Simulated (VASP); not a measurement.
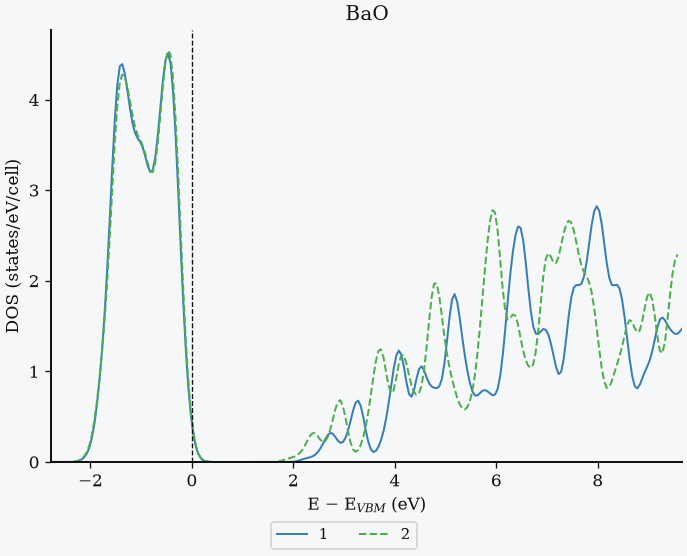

Total densities of states of BaO, space group I4/mmm, 2 atoms in the cell, rocksalt type, biaxial (xy) strain −0.5%, by two methods on the same cell. The curves are built from the levels of the k mesh with Gaussians 0.3 eV wide, which also blur the band edges. Each is counted from its own valence-band top.

### Which curve is which? The methods: PBE (VASP), r2SCAN (VASP).

1 is r2SCAN (VASP); 2 is PBE (VASP). r2SCAN (VASP) gives a gap of 2.27 eV and PBE (VASP) gives a gap of 1.94 eV.

Settings. r2SCAN (VASP): DFT, r2SCAN, plane waves, PAW, 8×8×8 k mesh, 520 eV cutoff (VASP). PBE (VASP): DFT, PBE, plane waves, PAW, 8×8×8 k mesh, 520 eV cutoff, Fermi-Dirac smearing of 0.02 eV (VASP).
